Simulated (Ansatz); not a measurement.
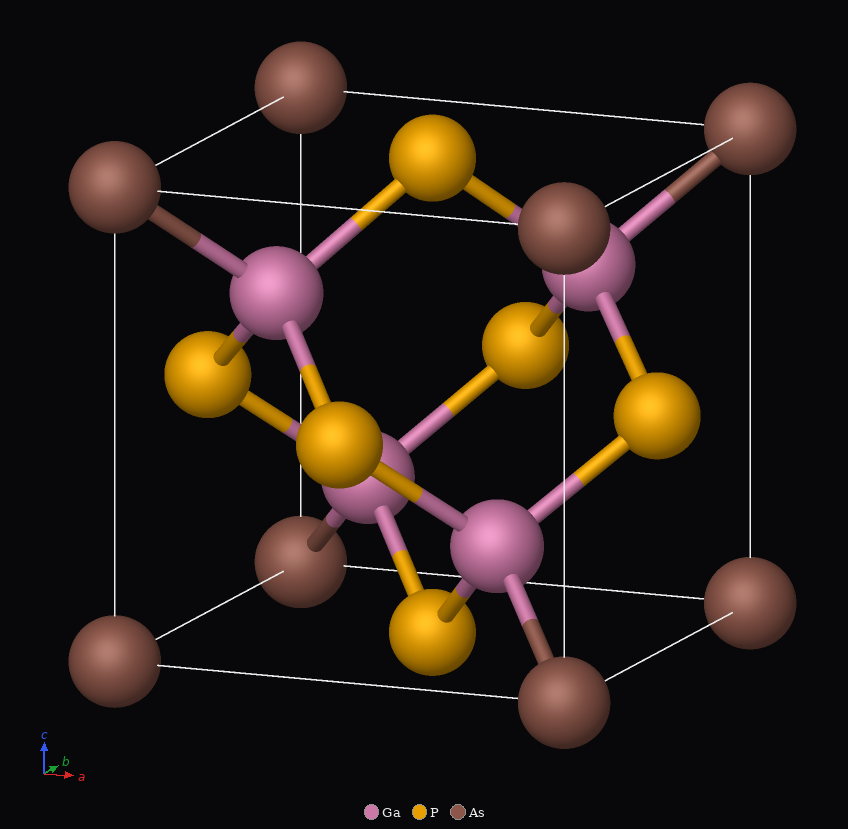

Structure drawing (ball-and-stick), viewed slightly off an axis. The outline marks the conventional unit cell. Cell: a = 5.56 Å, b = 5.56 Å, c = 5.56 Å, α = 90.00°, β = 90.00°, γ = 90.00°.

Origin of the cell: a structure type filled with these elements by a generator (whether the compound takes this form wasn't checked). Earlier steps of the study, as a rule a relaxation of our own, may have changed the cell and positions, so they can lie some per cent off the listed ones. A calculation with Ansatz used it as input.

Question: What is this?

Answer: Chemical formula Ga$_{4}$AsP$_{3}$. The atoms follow space group P-43m (No. 215); the Bravais lattice is primitive cubic. With Z = 1, the cell contains 4 Ga, 1 As, 3 P. The neighbours of Ga are three P and one As in a tetrahedral arrangement (about 2.4 Å to P, 2.5 Å to As). P is linked to four Ga in a tetrahedral arrangement at about 2.4 Å. Each As atom has four Ga in a tetrahedral arrangement at about 2.5 Å around it. The bonds build a three-dimensional framework.

Theory: DFT r2SCAN, scalar-relativistic, plane waves, PAW (Ansatz). Numerical settings: wavefunction cutoff 500 eV, 6×6×6 k-mesh, Gaussian smearing of 0.02 eV, no spin polarisation.

Question: How large a gap does the method give, if there is one?

Answer: A semiconductor at this level, with a gap of 1.57 eV, direct.

Question: What charge does Bader's analysis assign to each element?

Answer: Ga +0.87 e; As -0.78 e; P -0.90 e.

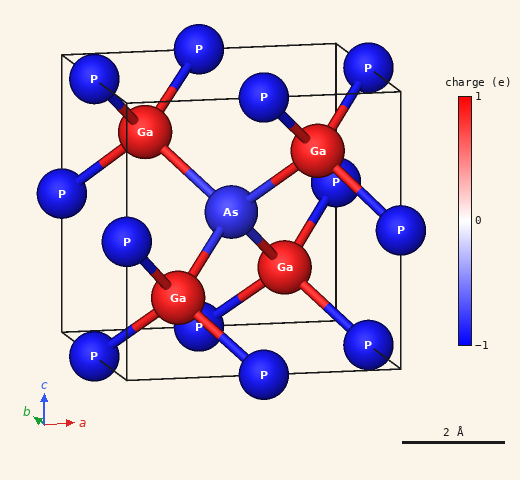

The atoms coloured by those charges. The run's cell of 8 atoms is drawn, so axes and origin can differ from the first picture.

Question: Is the structure relaxed at this level of theory?

Answer: No. The largest force is 0.06 eV/Å, on Ga. The pressure is -2.5 GPa, so the cell would contract.
